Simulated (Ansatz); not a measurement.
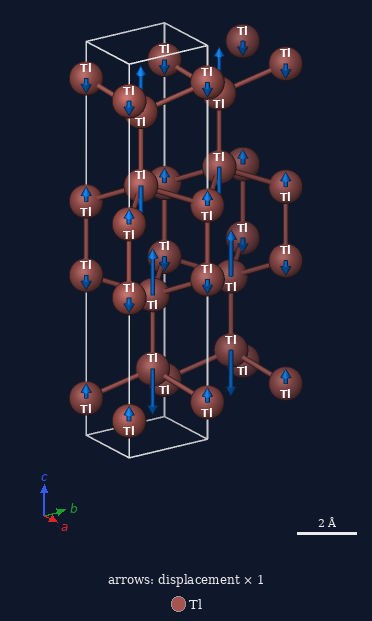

A relaxation of a crystal of Tl (built on the C_194 type) (coarse preliminary run). The starting structure is drawn; blue arrows show the displacements (the part carried along by the change of the cell is left out), at their true length.

A ball-and-stick model of the cell of the calculation, repeated 1 × 2 × 1 with one cell outlined, seen slightly off an axis.

Case: C type (P6_3/mmc, No. 194).

These are results of Ansatz 0.2.0, DFT PBE, scalar-relativistic, plane waves, PAW, not measurements.

Input file:
```yaml
crystal:
  lattice:
    - [4.2351106346, 0.0, 0.0]
    - [-2.1175553172, 3.6677133974, 0.0]
    - [0.0, 0.0, 13.83174569]
  atoms:
    - { symbol: Tl, position: [0.0, 0.0, 0.09375] }
    - { symbol: Tl, position: [0.0, 0.0, 0.59375] }
    - { symbol: Tl, position: [0.0, 0.0, 0.40625] }
    - { symbol: Tl, position: [0.0, 0.0, 0.90625] }
    - { symbol: Tl, position: [0.3333333333, 0.6666666667, 0.15625] }
    - { symbol: Tl, position: [0.6666666667, 0.3333333333, 0.65625] }
    - { symbol: Tl, position: [0.3333333333, 0.6666666667, 0.34375] }
    - { symbol: Tl, position: [0.6666666667, 0.3333333333, 0.84375] }
basis:
  ecutwfc: 420
kpoints:
  mp_grid: { grid: [6, 6, 2] }
hamiltonian:
  xc: pbe
scf:
  occupations: { method: gaussian, width: 0.1 }
  lower_state_search: "off"
output:
  forces: true
  stress: true
  eigenvalues: true
relax:
  adjacent_minimum: "off"
  f_tol: 0.04
  max_steps: 70
  cell: { stress_tol: 0.4 }
```

### Describe the change and its energy.

The energy falls by 9.421 eV per cell of the calculation in 18 accepted moves (21 points after the start). The largest force component goes from 0.14 to 0.028 eV/Å. The pressure goes from 29.35 to 0.10 GPa. The line search rejected the trial step at point 19 of the run. The SCF was repeated twice at an unchanged geometry on a basis and grid sized afresh for the cell, which shifted the energy by 0.138 eV per cell of the calculation at most. The largest moves relative to the cell, 1.65 Å, are those of Tl5, Tl6, Tl7 and Tl8. Tl7 goes along +c. The volume changes by +52.0 %, with a = b 4.235 → 5.188 Å (+22.5 %), c 13.832 → 14.009 Å (+1.3 %). Near-neighbour distances that change, for instance: Tl5–Tl7 2.593 → 5.922 Å, Tl5–Tl8 4.966 → 3.185 Å, Tl1–Tl4 2.593 → 3.694 Å, Tl1–Tl3 4.322 → 3.310 Å. New bonds form: Tl1–Tl3 (4.32 → 3.31 Å), Tl2–Tl4 (4.32 → 3.31 Å), Tl5–Tl8 (4.97 → 3.18 Å), Tl6–Tl7 (4.97 → 3.18 Å). Bonds break: Tl1–Tl4 (2.59 → 3.69 Å), Tl2–Tl3 (2.59 → 3.69 Å), Tl5–Tl7 (2.59 → 5.92 Å), Tl6–Tl8 (2.59 → 5.92 Å). Among the angles between lasting bonds that change: Tl6–Tl2–Tl6 109.5° → 105.1°. The space group stays P6_3/mmc (No. 194). The run took roughly 4 core-minutes on a shared host.
